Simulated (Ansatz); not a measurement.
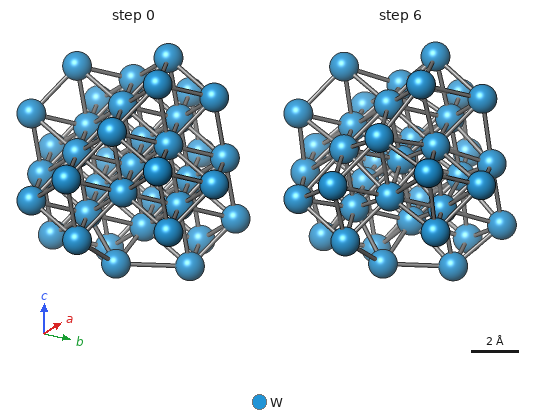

The structure of a defect cell of composition W (started half-way along a vacancy jump, in the symmetry of that start) before (left) and after (right) a relaxation, at one scale.

The picture is a ball-and-stick view of the atoms within 5.0 Å of the atom that moves most (axes of the conventional cell (2 times the calculation's cell)), seen from a free direction. Lengths and directions refer to the drawn axes.

Computed with Ansatz, DFT PBE, scalar-relativistic, plane waves, PAW. (plane-wave cutoff 420 eV; k-point mesh 4 × 4 × 4; occupations gaussian; smearing width 0.1 eV; no spin polarisation; atoms relaxed in a fixed cell; force threshold 0.02 eV/Å; at most 60 steps)

> Summarise the run.

The energy falls by 1.913 eV per cell of the calculation in 4 accepted moves (6 points after the start). Largest force component: 1.1 eV/Å at the start, 0.02 eV/Å at the end. The line search rejected the trial steps at points 3, 5 of the run. The largest moves, 0.28 Å, are those of W atoms. The cell stays as it was. Some distances before and after: W–W 2.855 → 3.164 Å, W–W 2.855 → 3.106 Å, W–W 2.472 → 2.707 Å, W–W 2.855 → 2.649 Å.
